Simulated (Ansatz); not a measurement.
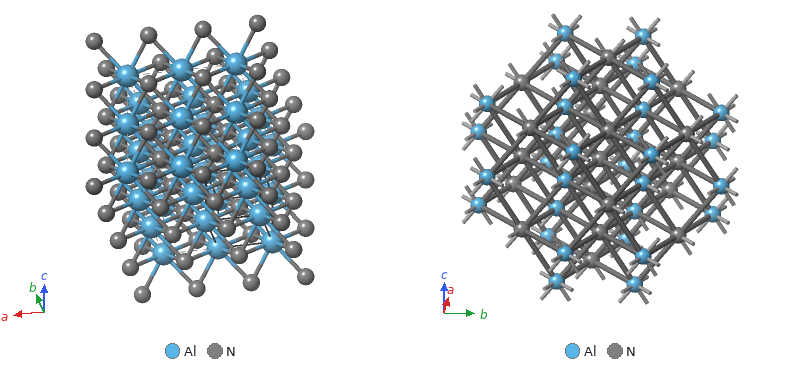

Left: the structure. Right: its underlying net. Nodes are coloured by element. Edges to nodes outside the piece are drawn as stubs.

The compound is AlN (space group Pm-3m, No. 221), taken as coordinates from a relaxation with Ansatz, DFT, PBE, plane waves, PAW; the starting structure was generated, so it need not be a known form of this composition.

Bonds are taken as Al–N below 2.5 Å; no other contact counts. The graph is simplified in the usual way: terminal and isolated atoms are pruned, two-connected atoms become edges.

The result is a uninodal 8-connected, three-periodic net: Al and N are 8-connected nodes. It is the bcu net, known from CsCl and the body-centred cubic metals. It is a single net, without interpenetration.

| node | links | point symbol | coordination sequence |
| --- | --- | --- | --- |
| Al and N | 8 | 4^24.6^4 | 8 26 56 98 152 218 |
